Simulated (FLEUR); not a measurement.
System: Rh.

Input

```
<?xml version="1.0" encoding="UTF-8" standalone="no"?>
<fleurInput fleurInputVersion="0.39">
   <comment>
      Rh                                                                                                  
   </comment>
   <calculationSetup>
      <cutoffs Kmax="4.32" Gmax="13.4" GmaxXC="13.4" numbands="0"/>
      <scfLoop itmax="60" minDistance="0.00001" maxIterBroyd="15" imix="Anderson" alpha="0.05" precondParam="0.0" spinf="2.0" sdNocoIR="T"/>
      <coreElectrons ctail="T" frcor="F" kcrel="0" coretail_lmax="0"/>
      <xcFunctional name="PBEs" relativisticCorrections="F"/>
      <magnetism jspins="1"/>
      <soc l_soc="F" theta="0.0" phi="0.0" spav="F"/>
      <expertModes spex="0" secvar="F"/>
      <geometryOptimization l_f="T" forcealpha="1.0" forcemix="BFGS" epsdisp="0.0005" epsforce="0.0002"/>
      <ldaU l_linMix="F" mixParam="0.05" spinf="1.0"/>
   </calculationSetup>
   <cell>
      <bzIntegration valenceElectrons="34.0" mode="hist" fermiSmearingEnergy="0.00183747">
         <kPointListSelection listName="default-1"/>
         <!-- k-points included here -->
         <xi:include xmlns:xi="http://www.w3.org/2001/XInclude" href="kpts.xml"> </xi:include>
      </bzIntegration>
      <!-- symmetry operations included here -->
      <xi:include xmlns:xi="http://www.w3.org/2001/XInclude" href="sym.xml"> </xi:include>
      <bulkLattice scale="1.0">
         <bravaisMatrix>
            <row-1>    5.1608024417804259     0.0000000000000000     0.0000000000000000</row-1>
            <row-2>   -2.5804012208902130     4.4693860185926972     0.0893877204550019</row-2>
            <row-3>    0.0000000000000000     0.1673726271160746     8.3686313558037284</row-3>
         </bravaisMatrix>
      </bulkLattice>
   </cell>
   <atomSpecies>
      <species name="Rhodium (Rh)" element="Rh" atomicNumber="45">
         <mtSphere radius="2.27" gridPoints="771" logIncrement="0.017"/>
         <atomicCutoffs lmax="9" lnonsphr="9"/>
         <electronConfig flipSpins="F">
            <coreConfig>(1s1/2) (2s1/2) (2p1/2) (2p3/2) (3s1/2) (3p1/2) (3p3/2) (3d3/2) (3d5/2)</coreConfig>
            <valenceConfig>(4s1/2) (4p1/2) (4p3/2) (5s1/2) (4d3/2) (4d5/2)</valenceConfig>
            <stateOccupation state="(5s1/2)" spinUp="0.500000" spinDown="0.500000"/>
            <stateOccupation state="(4d3/2)" spinUp="1.600000" spinDown="1.600000"/>
            <stateOccupation state="(4d5/2)" spinUp="2.400000" spinDown="2.400000"/>
         </electronConfig>
         <energyParameters s="5" p="5" d="4" f="4"/>
         <lo type="SCLO" l="0" n="4" eDeriv="0"/>
         <lo type="SCLO" l="1" n="4" eDeriv="0"/>
         <lo type="SCLO" l="1" n="4" eDeriv="1"/>
         <lo type="SCLO" l="2" n="4" eDeriv="2"/>
         <lo type="SCLO" l="3" n="4" eDeriv="2"/>
      </species>
   </atomSpecies>
   <atomGroups>
      <atomGroup species="Rhodium (Rh)">
         <relPos label="                   1">1.000/3.000 -1.000/3.000 1.000/4.000</relPos>
         <relPos label="                   2">-1.000/3.000 1.000/3.000 -1.000/4.000</relPos>
         <force calculate="T" relaxXYZ="TTT"/>
      </atomGroup>
   </atomGroups>
   <output dos="F" band="F" slice="F">
      <checks vchk="F" cdinf="F"/>
      <bandDOS minEnergy="-.5*Htr" maxEnergy="0.5*Htr" sigma="0.015" storeEVData="T"/>
      <vacuumDOS vacdos="F" integ="F" star="F" nstars="0" locx1="0.0" locy1="0.0" locx2="0.0" locy2="0.0" nstm="0" tworkf="0.0"/>
      <unfoldingBand unfoldBand="F" supercellX="1" supercellY="1" supercellZ="1"/>
      <plotting iplot="0" polar="F">
         <plot TwoD="T" vec1="  1.0  0.0  0.0" vec2="  0.0  1.0  0.0" vec3="  0.0  0.0  1.0" zero="  0.0  0.0  0.0" file="plot"/>
      </plotting>
      <chargeDensitySlicing numkpt="0" minEigenval="0.0" maxEigenval="0.0" nnne="0" pallst="F"/>
      <specialOutput eonly="F"/>
      <moessbauerParams electricFieldGradient="T" isomerShift="T" coreHyperfine="T" valenceHyperfine="T"/>
      <magneticCircularDichroism mcd="F" energyLo="-10.0" energyUp="0.0"/>
   </output>
  <!-- We include the file relax.xml here to enable relaxations (see documentation) -->
  <xi:include xmlns:xi="http://www.w3.org/2001/XInclude" href="relax.xml"> <xi:fallback/> </xi:include>
</fleurInput>
```

Command:

```sh
inpgen -f crystal.txt -profile fastHighL; fleur_MPI
```

Below, planes, directions and counts refer to the conventional cell (a = 4.73 Å, b = 2.73 Å, c = 4.43 Å, α = 90.00°, β = 92.29°, γ = 90.00°).

Space group C2/m; a structure from a database of computed crystals, not necessarily the ambient phase; changed on purpose from its base cell (strain component 4 = 0.04).

The calculation used Kohn-Sham DFT of a periodic cell, PBEsol, all-electron (FLEUR).

### What will maps of the electron density show?

Rh–Rh (2.67 Å): ρ at the midpoint is about 0.39 e/Å³.

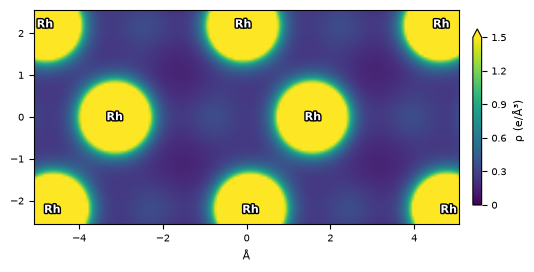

Computed electron density on the (010) plane of the conventional cell. 
